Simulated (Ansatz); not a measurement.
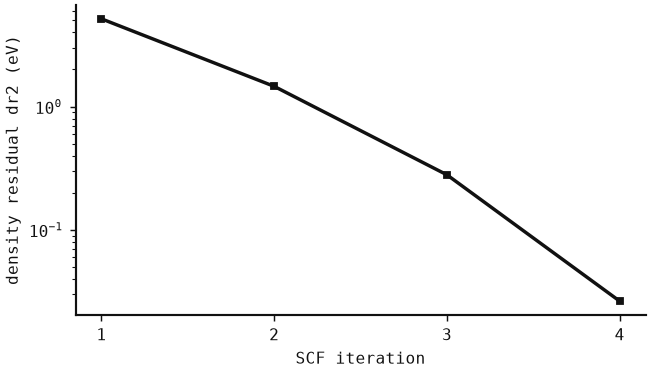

The plot shows the SCF iterations of a calculation: density residual dr2. The starting density is a sum of atomic densities corrected by a trained network.

Program: Ansatz.

```
crystal:
  lattice:
    - [0.0, -3.8031, -3.8031]
    - [-3.8031, -3.8031, 0.0]
    - [-3.8031, 0.0, -3.8031]
  atoms:
    - { symbol: Rh, position: [0.5093703421, 0.6137162108, 0.5559088082] }
    - { symbol: Rh, position: [0.5901042185, -0.0847319116, 0.3447588186] }
    - { symbol: Rh, position: [0.4770293461, 0.6125156721, -0.0391174539] }
    - { symbol: Rh, position: [0.5433262658, -0.1686744711, 0.1279813482] }
    - { symbol: Rh, position: [-0.0792240331, 0.5358917204, 0.4411298587] }
    - { symbol: Rh, position: [-0.0070805544, 0.0055259635, 0.5290898032] }
    - { symbol: Rh, position: [0.006476266, 0.5072650737, 0.0721250075] }
    - { symbol: Rh, position: [-0.0400018511, -0.0215082579, -0.0318761906] }
basis:
  ecutwfc: 420
kpoints:
  mp_grid: { grid: [12, 12, 12] }
hamiltonian:
  xc: pbe
scf:
  occupations: { method: gaussian, width: 0.15 }
output:
  forces: true
  stress: true
  eigenvalues: true
```

Command:
```bash
ansatz run input.yaml --threads 2 --pin off --max-ram 5120MiB --backend cpu --events-out ev --progress --plain --runs-dir out
```

Question: Was self-consistency reached?

Answer: It did not finish: the time limit cut it off after 4 iterations. The residual is still falling at the last step (down to 0.026).
